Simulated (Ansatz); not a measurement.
```yaml
crystal:
  lattice:
    - [3.89390, 0.00000, 0.00000]
    - [0.00000, 5.50680, 0.00000]
    - [0.00000, 0.00000, 24.73474]
  atoms:
    - { symbol: Al, position: [0.50000, 0.44263, 0.32181] }
    - { symbol: P, position: [0.00000, 0.24106, 0.29568] }
    - { symbol: Al, position: [0.00000, 0.01892, 0.37802] }
    - { symbol: P, position: [0.50000, 0.76850, 0.38281] }
    - { symbol: Al, position: [0.50000, 0.51569, 0.46210] }
    - { symbol: P, position: [0.00000, 0.26320, 0.45911] }
    - { symbol: Al, position: [0.00000, 0.01569, 0.53790] }
    - { symbol: P, position: [0.50000, 0.76320, 0.54090] }
    - { symbol: Al, position: [0.50000, 0.51892, 0.62198] }
    - { symbol: P, position: [0.00000, 0.26850, 0.61719] }
    - { symbol: Al, position: [0.00000, 0.94263, 0.67819] }
    - { symbol: P, position: [0.50000, 0.74106, 0.70432] }
```

Theory: DFT PBE, scalar-relativistic, plane waves, PAW (Ansatz 0.2.0).

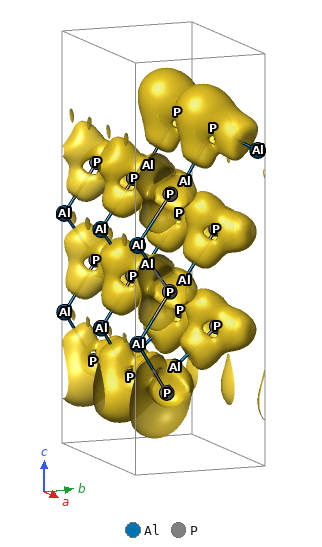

AlP (slab). Isosurface of the electron localisation function at 0.75 (yellow), seen at an oblique angle. Only the valence region is drawn (cores and ρ < 0.01 e/Å³ removed). Sticks mark near contacts.

What do the ELF domains correspond to?

Answer. The surface consists of six regions on P in which the atom's valence shell and bonds are merged, counted in one cell of 12 atoms. Counts are for one cell; the picture repeats the cell along the surface. Profiles from the grid: Al–P (2.33 Å): the ELF peaks at about 0.90 between the atoms (localised, covalent bonding). Al–P (2.38 Å): the ELF peaks at about 0.90 between the atoms; a covalent bond.

Does the calculation give a band gap?

Answer. It is gapped, with a Kohn–Sham gap of 1.3 eV on the k-point mesh, an upper bound to the gap of this method.
